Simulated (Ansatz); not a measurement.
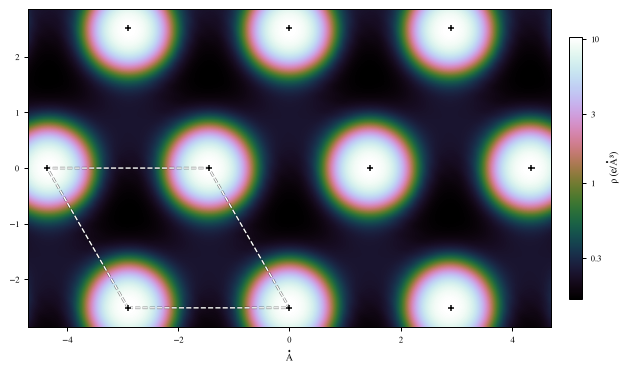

The valence charge density (pseudo) on a plane through atoms (crosses mark nuclei in the plane).

Level of theory: DFT, PBEsol, PAW with Ansatz's default frozen-core files, scalar-relativistic; relaxation of cell and atoms in Ansatz.

Candidates:
A. Ir, a = 3.82 Å, b = 3.82 Å, c = 3.82 Å, α = 90.00°, β = 90.00°, γ = 90.00°. Space group Fm-3m; computed pressure about 4 GPa in this cell; computed without spin polarisation.
B. Ti, a = 2.90 Å, b = 2.90 Å, c = 4.59 Å, α = 90.00°, β = 90.00°, γ = 120.00°. Space group P6₃/mmc; computed without spin polarisation.
C. CdS, a = 5.23 Å, b = 5.23 Å, c = 5.23 Å, α = 90.00°, β = 90.00°, γ = 90.00°. Space group Fm-3m; a structure from a database of computed crystals, not necessarily the ambient phase; computed pressure about 10 GPa in this cell.

> Which candidate gave the map?

Candidate B: Ti on the (001) plane of the conventional cell, which holds Ti. Ti–Ti (2.90 Å): ρ is about 0.2 e/Å³ halfway.
